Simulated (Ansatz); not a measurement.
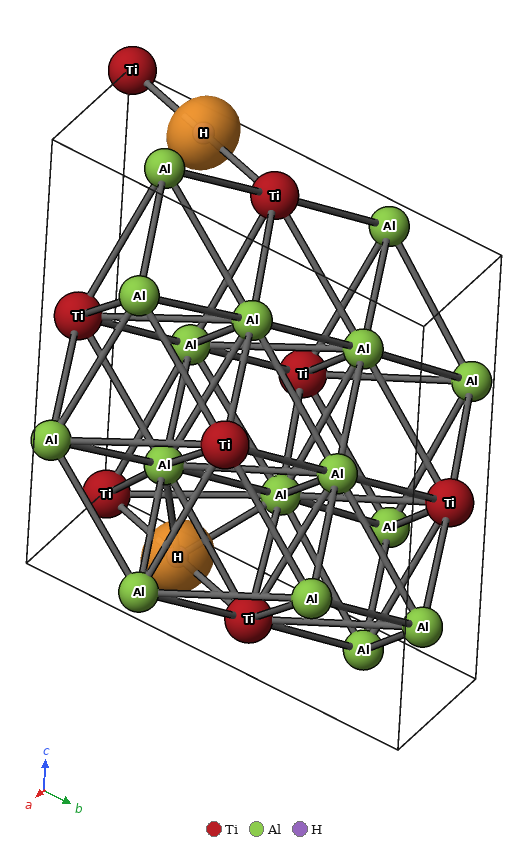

Figure 1: Ti4Al12H (cell with a defect). Isosurface of the ELF at 0.75 (orange), seen slightly off an axis. Only the valence region is drawn (cores and ρ < 0.01 e/Å³ removed). Sticks mark near contacts.

Computed without spin polarisation.

Theory: Ansatz 0.2.0, DFT PBE, scalar-relativistic, plane waves, PAW.

In a PAW calculation such maps are meaningful between the atoms, not at the nuclei.

What do the ELF domains correspond to?

Answer. At this value the surface marks out one region around a hydrogen nucleus, counted in one cell of 17 atoms. Regions shared between cells count once.

Values along the shortest contacts:
Ti–H (1.93 Å): the ELF climbs to about 1 towards the hydrogen. Al–H (2.07 Å): the ELF climbs to about 1 towards the hydrogen.
